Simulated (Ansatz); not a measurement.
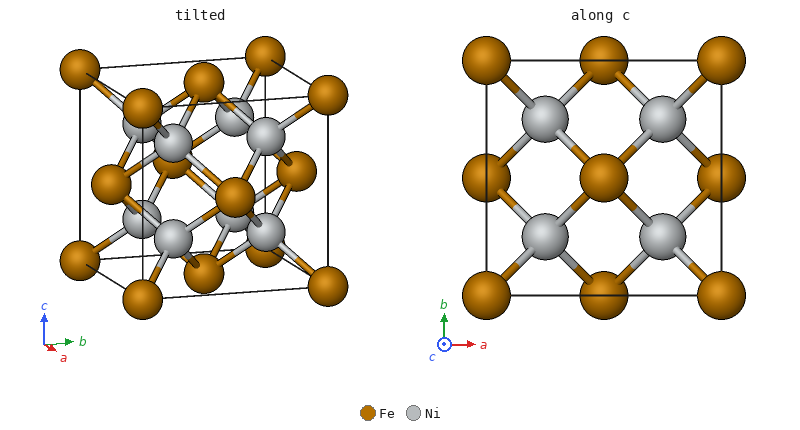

We look at a ball-and-stick model of the crystal slightly off an axis and along the c axis. The lines enclose the conventional unit cell; boundary atoms appear with their images. Cell: a = 5.41 Å, b = 5.41 Å, c = 5.41 Å, α = 90.00°, β = 90.00°, γ = 90.00°.

The structure comes from a random cell made by a generator, so it need not be a real form of the compound. Earlier steps of the study may have refined or changed the cell and positions. An electronic-structure calculation with Ansatz was run on it.

**Caption:**

This is FeNi$_{2}$. The symmetry is that of Fm-3m (No. 225), on a face-centred cubic lattice. The prototype is fluorite (CaF₂ type). In the cell are 4 Fe, 8 Ni, which makes 4 formula units. Fe is coordinated by eight Ni in a cubic arrangement at about 2.3 Å. Each Ni has four Fe in a tetrahedral arrangement at about 2.3 Å. Not all metal-metal contacts are counted. The bonds build a three-dimensional framework.

Run with Ansatz 0.2.0, DFT PBE, scalar-relativistic, plane waves, PAW and these settings: a cutoff energy of 420 eV, k-points about 0.14 Å⁻¹ apart, Gaussian smearing of 0.1 eV, collinear spins.

**Which atoms carry magnetic moments in this run, and how do they order?**

The state reached is ferromagnetic. Sizes: Fe 2.7 μB and Ni 0.8 μB; net moment 4.1 μB in the run's cell of 3 atoms.

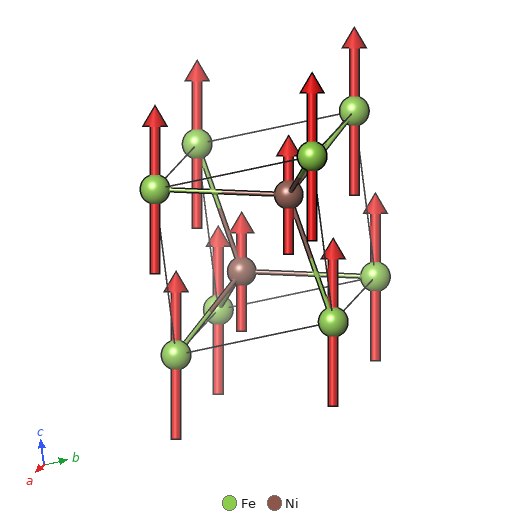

Site moments above 0.25 μB as arrows, small induced ones on non-metal atoms left out (red along the largest or up, blue against, purple across). The run's cell of 3 atoms is drawn, so axes and origin can differ from the first picture.

**Does it come out as a metal, or with a gap?**

A metal: bands cross the Fermi level.

**What charge does Bader's analysis assign to each element?**

Fe +0.24 e; Ni -0.12 e.

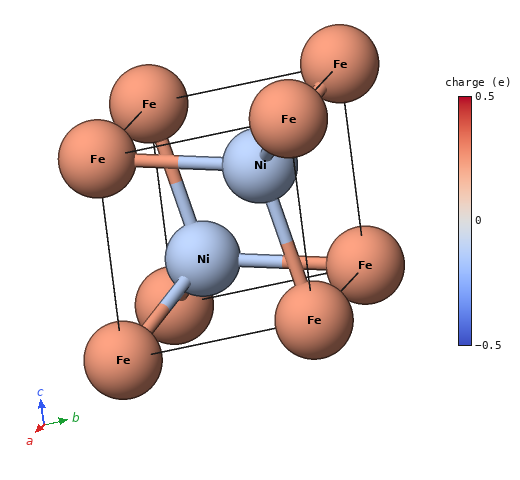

The atoms coloured by those charges. The run's cell of 3 atoms is drawn, so axes and origin can differ from the first picture.

**Are forces and stress small enough to call this relaxed?**

Yes. All forces vanish to within 0.01 eV/Å. The pressure is 0.0 GPa, close to zero.
